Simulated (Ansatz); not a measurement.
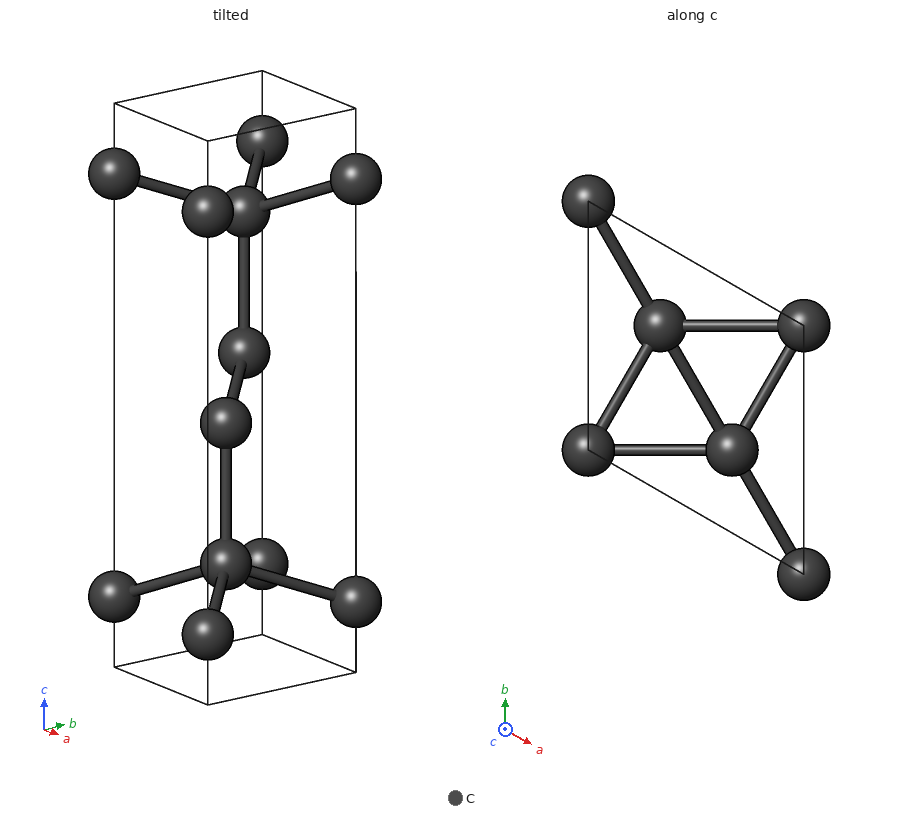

The image is a ball-and-stick drawing of a crystal, viewed slightly off an axis and along the c axis. One conventional unit cell is framed, with atoms on its boundary repeated.

C, space group R-3m (No. 166), a = 2.618 Å, b = 2.618 Å, c = 6.145 Å, α = 90.00°, β = 90.00°, γ = 120.00°. Provenance: a structure type filled with this element by a generator (whether the element takes this form wasn't checked). The cell was then strained or its atoms displaced on purpose. An electronic-structure calculation with Ansatz was run on it.

This one geometry was computed with Ansatz (DFT, plane waves, PAW) at three levels of theory: HSE06, PBE and r2SCAN. It was relaxed with r2SCAN and then strained.

Q: Which level gives the highest pressure at this volume, and what does that say about its equilibrium volume?

A: Highest: PBE (-24.1 GPa), which points to the largest equilibrium volume. Lowest, with the smallest volume: HSE06 (-34.1 GPa). Levels within 0.5 GPa of each other can't be told apart.

Q: How does the band gap change with the level of theory?

A: PBE: a gap of 3.90 eV, indirect; r2SCAN: a gap of 4.09 eV, indirect; HSE06: a gap of 5.01 eV, indirect.

Q: Collect the results in a table.

A:
| level | cutoff (eV) | k-mesh of the run's cell | gap (eV) | pressure (GPa) |
| --- | --- | --- | --- | --- |
| HSE06 | 420 | 8×8×8 | 5.01 | -34.1 |
| PBE | 420 | 12×12×12 | 3.90 | -24.1 |
| r2SCAN | 500 | 12×12×12 | 4.09 | -28.5 |

Gaps are taken on the k-mesh or band path of each run.
